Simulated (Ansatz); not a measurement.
**Geometry relaxation of Ge (part 3 of 3)**

The same run, continued: Ge (Fd-3m, 2 atoms in the cell); DFT, PBE, plane waves, PAW, no spin polarisation (Ansatz 0.2.0); cutoff 240 eV, 14×14×14 k-mesh, Gaussian smearing of 0.1 eV. The structure derives from an entry of the Crystallography Open Database. The settings are looser than a standard set-up, so the numbers are not reference values.

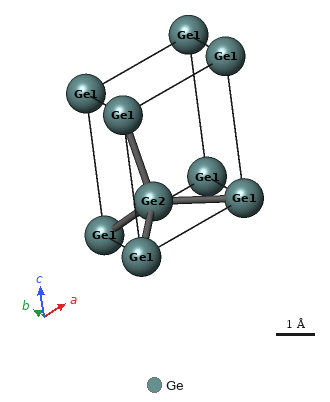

The geometry at step 36 of the log (ball-and-stick view of the cell of the calculation, seen slightly off an axis; atoms are numbered from 1 in the order of the input).

Trajectory as extended XYZ, continued
```
2
Lattice="0.0000 2.8567 2.8567 2.8567 0.0000 2.8567 2.8567 2.8567 0.0000" Properties=species:S:1:pos:R:3:forces:R:3 step=11 energy=-8586.01322 pressure_GPa=-0.00
Ge    0.0000    0.0000    0.0000    0.0000   0.0000   0.0000
Ge    1.4284    1.4284    1.4284    0.0000   0.0000   0.0000
2
Lattice="0.0000 2.8567 2.8567 2.8567 0.0000 2.8567 2.8567 2.8567 0.0000" Properties=species:S:1:pos:R:3:forces:R:3 step=12 energy=-8586.21143 pressure_GPa=2.59
Ge    0.0000    0.0000    0.0000    0.0000   0.0000   0.0000
Ge    1.4284    1.4284    1.4284    0.0000   0.0000   0.0000
2
Lattice="0.0000 2.8637 2.8637 2.8637 0.0000 2.8637 2.8637 2.8637 0.0000" Properties=species:S:1:pos:R:3:forces:R:3 step=13 energy=-8586.03185 pressure_GPa=0.06
Ge    0.0000    0.0000    0.0000    0.0000   0.0000   0.0000
Ge    1.4319    1.4319    1.4319    0.0000   0.0000   0.0000
2
Lattice="0.0000 2.8639 2.8639 2.8639 0.0000 2.8639 2.8639 2.8639 0.0000" Properties=species:S:1:pos:R:3:forces:R:3 step=14 energy=-8586.02731 pressure_GPa=0.00
Ge    0.0000    0.0000    0.0000    0.0000   0.0000   0.0000
Ge    1.4320    1.4320    1.4320    0.0000   0.0000   0.0000
2
Lattice="0.0000 2.8639 2.8639 2.8639 0.0000 2.8639 2.8639 2.8639 0.0000" Properties=species:S:1:pos:R:3:forces:R:3 step=15 energy=-8586.25082 pressure_GPa=1.86
Ge    0.0000    0.0000    0.0000    0.0000   0.0000   0.0000
Ge    1.4320    1.4320    1.4320    0.0000   0.0000   0.0000
2
Lattice="0.0000 2.8691 2.8691 2.8691 0.0000 2.8691 2.8691 2.8691 0.0000" Properties=species:S:1:pos:R:3:forces:R:3 step=16 energy=-8586.11911 pressure_GPa=0.03
Ge    0.0000    0.0000    0.0000    0.0000   0.0000   0.0000
Ge    1.4346    1.4346    1.4346    0.0000   0.0000   0.0000
2
Lattice="0.0000 2.8691 2.8691 2.8691 0.0000 2.8691 2.8691 2.8691 0.0000" Properties=species:S:1:pos:R:3:forces:R:3 step=17 energy=-8586.23440 pressure_GPa=1.64
Ge    0.0000    0.0000    0.0000    0.0000   0.0000   0.0000
Ge    1.4346    1.4346    1.4346    0.0000   0.0000   0.0000
2
Lattice="0.0000 2.8739 2.8739 2.8739 0.0000 2.8739 2.8739 2.8739 0.0000" Properties=species:S:1:pos:R:3:forces:R:3 step=18 energy=-8586.11254 pressure_GPa=-0.02
Ge    0.0000    0.0000    0.0000    0.0000   0.0000   0.0000
Ge    1.4370    1.4370    1.4370    0.0000   0.0000   0.0000
2
Lattice="0.0000 2.8739 2.8739 2.8739 0.0000 2.8739 2.8739 2.8739 0.0000" Properties=species:S:1:pos:R:3:forces:R:3 step=19 energy=-8586.24431 pressure_GPa=1.33
Ge    0.0000    0.0000    0.0000    0.0000   0.0000   0.0000
Ge    1.4370    1.4370    1.4370    0.0000   0.0000   0.0000
2
Lattice="0.0000 2.8778 2.8778 2.8778 0.0000 2.8778 2.8778 2.8778 0.0000" Properties=species:S:1:pos:R:3:forces:R:3 step=20 energy=-8586.14703 pressure_GPa=0.01
Ge    0.0000    0.0000    0.0000    0.0000   0.0000   0.0000
Ge    1.4389    1.4389    1.4389    0.0000   0.0000   0.0000
2
Lattice="0.0000 2.8778 2.8778 2.8778 0.0000 2.8778 2.8778 2.8778 0.0000" Properties=species:S:1:pos:R:3:forces:R:3 step=21 energy=-8586.23286 pressure_GPa=1.09
Ge    0.0000    0.0000    0.0000    0.0000   0.0000   0.0000
Ge    1.4389    1.4389    1.4389    0.0000   0.0000   0.0000
2
Lattice="0.0000 2.8810 2.8810 2.8810 0.0000 2.8810 2.8810 2.8810 0.0000" Properties=species:S:1:pos:R:3:forces:R:3 step=22 energy=-8586.15165 pressure_GPa=0.00
Ge    0.0000    0.0000    0.0000    0.0000   0.0000   0.0000
Ge    1.4405    1.4405    1.4405    0.0000   0.0000   0.0000
2
Lattice="0.0000 2.8810 2.8810 2.8810 0.0000 2.8810 2.8810 2.8810 0.0000" Properties=species:S:1:pos:R:3:forces:R:3 step=23 energy=-8586.22549 pressure_GPa=0.94
Ge    0.0000    0.0000    0.0000    0.0000   0.0000   0.0000
Ge    1.4405    1.4405    1.4405    0.0000   0.0000   0.0000
2
Lattice="0.0000 2.8838 2.8838 2.8838 0.0000 2.8838 2.8838 2.8838 0.0000" Properties=species:S:1:pos:R:3:forces:R:3 step=24 energy=-8586.15500 pressure_GPa=0.01
Ge    0.0000    0.0000    0.0000    0.0000   0.0000   0.0000
Ge    1.4419    1.4419    1.4419    0.0000   0.0000   0.0000
2
Lattice="0.0000 2.8838 2.8838 2.8838 0.0000 2.8838 2.8838 2.8838 0.0000" Properties=species:S:1:pos:R:3:forces:R:3 step=25 energy=-8586.23094 pressure_GPa=0.74
Ge    0.0000    0.0000    0.0000    0.0000   0.0000   0.0000
Ge    1.4419    1.4419    1.4419    0.0000   0.0000   0.0000
2
Lattice="0.0000 2.8860 2.8860 2.8860 0.0000 2.8860 2.8860 2.8860 0.0000" Properties=species:S:1:pos:R:3:forces:R:3 step=26 energy=-8586.17506 pressure_GPa=0.00
Ge    0.0000    0.0000    0.0000    0.0000   0.0000   0.0000
Ge    1.4430    1.4430    1.4430    0.0000   0.0000   0.0000
2
Lattice="0.0000 2.8860 2.8860 2.8860 0.0000 2.8860 2.8860 2.8860 0.0000" Properties=species:S:1:pos:R:3:forces:R:3 step=27 energy=-8586.23191 pressure_GPa=0.65
Ge    0.0000    0.0000    0.0000    0.0000   0.0000   0.0000
Ge    1.4430    1.4430    1.4430    0.0000   0.0000   0.0000
2
Lattice="0.0000 2.8879 2.8879 2.8879 0.0000 2.8879 2.8879 2.8879 0.0000" Properties=species:S:1:pos:R:3:forces:R:3 step=28 energy=-8586.18256 pressure_GPa=0.00
Ge    0.0000    0.0000    0.0000    0.0000   0.0000   0.0000
Ge    1.4440    1.4440    1.4440    0.0000   0.0000   0.0000
2
Lattice="0.0000 2.8879 2.8879 2.8879 0.0000 2.8879 2.8879 2.8879 0.0000" Properties=species:S:1:pos:R:3:forces:R:3 step=29 energy=-8586.21992 pressure_GPa=0.61
Ge    0.0000    0.0000    0.0000    0.0000   0.0000   0.0000
Ge    1.4440    1.4440    1.4440    0.0000   0.0000   0.0000
2
Lattice="0.0000 2.8897 2.8897 2.8897 0.0000 2.8897 2.8897 2.8897 0.0000" Properties=species:S:1:pos:R:3:forces:R:3 step=30 energy=-8586.17366 pressure_GPa=0.00
Ge    0.0000    0.0000    0.0000    0.0000   0.0000   0.0000
Ge    1.4449    1.4449    1.4449    0.0000   0.0000   0.0000
2
Lattice="0.0000 2.8897 2.8897 2.8897 0.0000 2.8897 2.8897 2.8897 0.0000" Properties=species:S:1:pos:R:3:forces:R:3 step=31 energy=-8586.23857 pressure_GPa=0.43
Ge    0.0000    0.0000    0.0000    0.0000   0.0000   0.0000
Ge    1.4449    1.4449    1.4449    0.0000   0.0000   0.0000
2
Lattice="0.0000 2.8910 2.8910 2.8910 0.0000 2.8910 2.8910 2.8910 0.0000" Properties=species:S:1:pos:R:3:forces:R:3 step=32 energy=-8586.20553 pressure_GPa=0.00
Ge    0.0000    0.0000    0.0000    0.0000   0.0000   0.0000
Ge    1.4455    1.4455    1.4455    0.0000   0.0000   0.0000
2
Lattice="0.0000 2.8910 2.8910 2.8910 0.0000 2.8910 2.8910 2.8910 0.0000" Properties=species:S:1:pos:R:3:forces:R:3 step=33 energy=-8586.23730 pressure_GPa=0.36
Ge    0.0000    0.0000    0.0000    0.0000   0.0000   0.0000
Ge    1.4455    1.4455    1.4455    0.0000   0.0000   0.0000
2
Lattice="0.0000 2.8921 2.8921 2.8921 0.0000 2.8921 2.8921 2.8921 0.0000" Properties=species:S:1:pos:R:3:forces:R:3 step=34 energy=-8586.20984 pressure_GPa=0.00
Ge    0.0000    0.0000    0.0000    0.0000   0.0000   0.0000
Ge    1.4461    1.4461    1.4461    0.0000   0.0000   0.0000
2
Lattice="0.0000 2.8921 2.8921 2.8921 0.0000 2.8921 2.8921 2.8921 0.0000" Properties=species:S:1:pos:R:3:forces:R:3 step=35 energy=-8586.22994 pressure_GPa=0.35
Ge    0.0000    0.0000    0.0000    0.0000   0.0000   0.0000
Ge    1.4461    1.4461    1.4461    0.0000   0.0000   0.0000
2
Lattice="0.0000 2.8932 2.8932 2.8932 0.0000 2.8932 2.8932 2.8932 0.0000" Properties=species:S:1:pos:R:3:forces:R:3 step=36 energy=-8586.20303 pressure_GPa=0.00
Ge    0.0000    0.0000    0.0000    0.0000   0.0000   0.0000
Ge    1.4466    1.4466    1.4466    0.0000   0.0000   0.0000
2
Lattice="0.0000 2.8932 2.8932 2.8932 0.0000 2.8932 2.8932 2.8932 0.0000" Properties=species:S:1:pos:R:3:forces:R:3 step=37 energy=-8586.22955 pressure_GPa=0.31
Ge    0.0000    0.0000    0.0000    0.0000   0.0000   0.0000
Ge    1.4466    1.4466    1.4466    0.0000   0.0000   0.0000
2
Lattice="0.0000 2.8941 2.8941 2.8941 0.0000 2.8941 2.8941 2.8941 0.0000" Properties=species:S:1:pos:R:3:forces:R:3 step=38 energy=-8586.20547 pressure_GPa=0.00
Ge    0.0000    0.0000    0.0000    0.0000   0.0000   0.0000
Ge    1.4471    1.4471    1.4471    0.0000   0.0000   0.0000
2
Lattice="0.0000 2.8941 2.8941 2.8941 0.0000 2.8941 2.8941 2.8941 0.0000" Properties=species:S:1:pos:R:3:forces:R:3 step=39 energy=-8586.24820 pressure_GPa=0.19
Ge    0.0000    0.0000    0.0000    0.0000   0.0000   0.0000
Ge    1.4471    1.4471    1.4471    0.0000   0.0000   0.0000
2
Lattice="0.0000 2.8947 2.8947 2.8947 0.0000 2.8947 2.8947 2.8947 0.0000" Properties=species:S:1:pos:R:3:forces:R:3 step=40 energy=-8586.23367 pressure_GPa=0.00
Ge    0.0000    0.0000    0.0000    0.0000   0.0000   0.0000
Ge    1.4474    1.4474    1.4474    0.0000   0.0000   0.0000
2
Lattice="0.0000 2.8947 2.8947 2.8947 0.0000 2.8947 2.8947 2.8947 0.0000" Properties=species:S:1:pos:R:3:forces:R:3 step=41 energy=-8586.23367 pressure_GPa=0.23
Ge    0.0000    0.0000    0.0000    0.0000   0.0000   0.0000
Ge    1.4474    1.4474    1.4474    0.0000   0.0000   0.0000
2
Lattice="0.0000 2.8954 2.8954 2.8954 0.0000 2.8954 2.8954 2.8954 0.0000" Properties=species:S:1:pos:R:3:forces:R:3 step=42 energy=-8586.21586 pressure_GPa=-0.12
Ge    0.0000    0.0000    0.0000    0.0000   0.0000   0.0000
Ge    1.4477    1.4477    1.4477    0.0000   0.0000   0.0000
2
Lattice="0.0000 2.8951 2.8951 2.8951 0.0000 2.8951 2.8951 2.8951 0.0000" Properties=species:S:1:pos:R:3:forces:R:3 step=43 energy=-8586.22345 pressure_GPa=0.03
Ge    0.0000    0.0000    0.0000    0.0000   0.0000   0.0000
Ge    1.4476    1.4476    1.4476    0.0000   0.0000   0.0000
2
Lattice="0.0000 2.8951 2.8951 2.8951 0.0000 2.8951 2.8951 2.8951 0.0000" Properties=species:S:1:pos:R:3:forces:R:3 step=44 energy=-8586.24465 pressure_GPa=0.14
Ge    0.0000    0.0000    0.0000    0.0000   0.0000   0.0000
Ge    1.4476    1.4476    1.4476    0.0000   0.0000   0.0000
2
Lattice="0.0000 2.8954 2.8954 2.8954 0.0000 2.8954 2.8954 2.8954 0.0000" Properties=species:S:1:pos:R:3:forces:R:3 step=45 energy=-8586.23733 pressure_GPa=0.04
Ge    0.0000    0.0000    0.0000    0.0000   0.0000   0.0000
Ge    1.4477    1.4477    1.4477    0.0000   0.0000   0.0000
2
Lattice="0.0000 2.8954 2.8954 2.8954 0.0000 2.8954 2.8954 2.8954 0.0000" Properties=species:S:1:pos:R:3:forces:R:3 step=46 energy=-8586.23733 pressure_GPa=0.17
Ge    0.0000    0.0000    0.0000    0.0000   0.0000   0.0000
Ge    1.4477    1.4477    1.4477    0.0000   0.0000   0.0000
2
Lattice="0.0000 2.8959 2.8959 2.8959 0.0000 2.8959 2.8959 2.8959 0.0000" Properties=species:S:1:pos:R:3:forces:R:3 step=47 energy=-8586.22615 pressure_GPa=-0.05
Ge    0.0000    0.0000    0.0000    0.0000   0.0000   0.0000
Ge    1.4479    1.4479    1.4479    0.0000   0.0000   0.0000
2
Lattice="0.0000 2.8957 2.8957 2.8957 0.0000 2.8957 2.8957 2.8957 0.0000" Properties=species:S:1:pos:R:3:forces:R:3 step=48 energy=-8586.22876 pressure_GPa=-0.00
Ge    0.0000    0.0000    0.0000    0.0000   0.0000   0.0000
Ge    1.4479    1.4479    1.4479    0.0000   0.0000   0.0000
2
Lattice="0.0000 2.8957 2.8957 2.8957 0.0000 2.8957 2.8957 2.8957 0.0000" Properties=species:S:1:pos:R:3:forces:R:3 step=49 energy=-8586.23513 pressure_GPa=0.16
Ge    0.0000    0.0000    0.0000    0.0000   0.0000   0.0000
Ge    1.4479    1.4479    1.4479    0.0000   0.0000   0.0000
2
Lattice="0.0000 2.8961 2.8961 2.8961 0.0000 2.8961 2.8961 2.8961 0.0000" Properties=species:S:1:pos:R:3:forces:R:3 step=50 energy=-8586.22684 pressure_GPa=0.06
Ge    0.0000    0.0000    0.0000    0.0000   0.0000   0.0000
Ge    1.4480    1.4480    1.4480    0.0000   0.0000   0.0000
2
Lattice="0.0000 2.8962 2.8962 2.8962 0.0000 2.8962 2.8962 2.8962 0.0000" Properties=species:S:1:pos:R:3:forces:R:3 step=51 energy=-8586.22330 pressure_GPa=0.01
Ge    0.0000    0.0000    0.0000    0.0000   0.0000   0.0000
Ge    1.4481    1.4481    1.4481    0.0000   0.0000   0.0000
2
Lattice="0.0000 2.8962 2.8962 2.8962 0.0000 2.8962 2.8962 2.8962 0.0000" Properties=species:S:1:pos:R:3:forces:R:3 step=52 energy=-8586.24419 pressure_GPa=0.12
Ge    0.0000    0.0000    0.0000    0.0000   0.0000   0.0000
Ge    1.4481    1.4481    1.4481    0.0000   0.0000   0.0000
2
Lattice="0.0000 2.8966 2.8966 2.8966 0.0000 2.8966 2.8966 2.8966 0.0000" Properties=species:S:1:pos:R:3:forces:R:3 step=53 energy=-8586.23500 pressure_GPa=-0.00
Ge    0.0000    0.0000    0.0000    0.0000   0.0000   0.0000
Ge    1.4483    1.4483    1.4483    0.0000   0.0000   0.0000
2
Lattice="0.0000 2.8966 2.8966 2.8966 0.0000 2.8966 2.8966 2.8966 0.0000" Properties=species:S:1:pos:R:3:forces:R:3 step=54 energy=-8586.23500 pressure_GPa=0.14
Ge    0.0000    0.0000    0.0000    0.0000   0.0000   0.0000
Ge    1.4483    1.4483    1.4483    0.0000   0.0000   0.0000
2
Lattice="0.0000 2.8970 2.8970 2.8970 0.0000 2.8970 2.8970 2.8970 0.0000" Properties=species:S:1:pos:R:3:forces:R:3 step=55 energy=-8586.22377 pressure_GPa=-0.08
Ge    0.0000    0.0000    0.0000    0.0000   0.0000   0.0000
Ge    1.4485    1.4485    1.4485    0.0000   0.0000   0.0000
2
Lattice="0.0000 2.8968 2.8968 2.8968 0.0000 2.8968 2.8968 2.8968 0.0000" Properties=species:S:1:pos:R:3:forces:R:3 step=56 energy=-8586.22861 pressure_GPa=0.02
Ge    0.0000    0.0000    0.0000    0.0000   0.0000   0.0000
Ge    1.4484    1.4484    1.4484    0.0000   0.0000   0.0000
2
Lattice="0.0000 2.8968 2.8968 2.8968 0.0000 2.8968 2.8968 2.8968 0.0000" Properties=species:S:1:pos:R:3:forces:R:3 step=57 energy=-8586.23058 pressure_GPa=0.16
Ge    0.0000    0.0000    0.0000    0.0000   0.0000   0.0000
Ge    1.4484    1.4484    1.4484    0.0000   0.0000   0.0000
2
Lattice="0.0000 2.8971 2.8971 2.8971 0.0000 2.8971 2.8971 2.8971 0.0000" Properties=species:S:1:pos:R:3:forces:R:3 step=58 energy=-8586.22261 pressure_GPa=0.00
Ge    0.0000    0.0000    0.0000    0.0000   0.0000   0.0000
Ge    1.4486    1.4486    1.4486    0.0000   0.0000   0.0000
2
Lattice="0.0000 2.8971 2.8971 2.8971 0.0000 2.8971 2.8971 2.8971 0.0000" Properties=species:S:1:pos:R:3:forces:R:3 step=59 energy=-8586.24399 pressure_GPa=0.08
Ge    0.0000    0.0000    0.0000    0.0000   0.0000   0.0000
Ge    1.4486    1.4486    1.4486    0.0000   0.0000   0.0000
2
Lattice="0.0000 2.8973 2.8973 2.8973 0.0000 2.8973 2.8973 2.8973 0.0000" Properties=species:S:1:pos:R:3:forces:R:3 step=60 energy=-8586.24008 pressure_GPa=0.02
Ge    0.0000    0.0000    0.0000    0.0000   0.0000   0.0000
Ge    1.4487    1.4487    1.4487    0.0000   0.0000   0.0000
2
Lattice="0.0000 2.8973 2.8973 2.8973 0.0000 2.8973 2.8973 2.8973 0.0000" Properties=species:S:1:pos:R:3:forces:R:3 step=61 energy=-8586.25260 pressure_GPa=0.03
Ge    0.0000    0.0000    0.0000    0.0000   0.0000   0.0000
Ge    1.4487    1.4487    1.4487    0.0000   0.0000   0.0000
```

This output came from the following input.

Input
```yaml
crystal:
  lattice:
    - [0.0, 2.82891, 2.82891]
    - [2.82891, 0.0, 2.82891]
    - [2.82891, 2.82891, 0.0]
  atoms:
    - { symbol: Ge, position: [0.0, 0.0, 0.0] }
    - { symbol: Ge, position: [0.25, 0.25, 0.25] }
basis:
  ecutwfc: 240.0
kpoints:
  mp_grid: { grid: [14, 14, 14] }
hamiltonian:
  xc: pbe
scf:
  occupations: { method: gaussian, width: 0.1 }
output:
  forces: true
  stress: true
  eigenvalues: true
  write_density: true
  write_potential: true
  elf: true
  volumetric_format: npy
relax:
  adjacent_minimum: "off"
  f_tol: 0.005
  max_steps: 80
  cell: { stress_tol: 0.05 }
```

Run as:
```bash
ansatz run input.yaml --threads 1 --pin off --max-ram 2560MiB --backend cpu --events-out ev --progress --plain --runs-dir out
```

Summary

- outcome: converged
- space group (tolerance 0.01 Å): Fd-3m (227)
- electrons treated: 28
- free energy: −8586.2526 eV
- Fermi energy: 7.566 eV
- gap on the k-point mesh: none (metallic)
- pressure: 0.03 GPa
- final volume: 48.64 Å³
- largest force (length of the vector) at the end: under 0.001 eV/Å
- final cell: a = 4.097 Å, b = 4.097 Å, c = 4.097 Å, α = 60.00°, β = 60.00°, γ = 60.00°
- hardware: 1 thread of Arm Neoverse V1, 24 GiB of memory available, shared host
- wall time: 2.9 min
- peak memory: 0.32 GiB

These settings are looser than, or depart from, a standard set-up, so the numbers are not reference values for this system. Warnings of the run: the cutoff is below the recommended one.
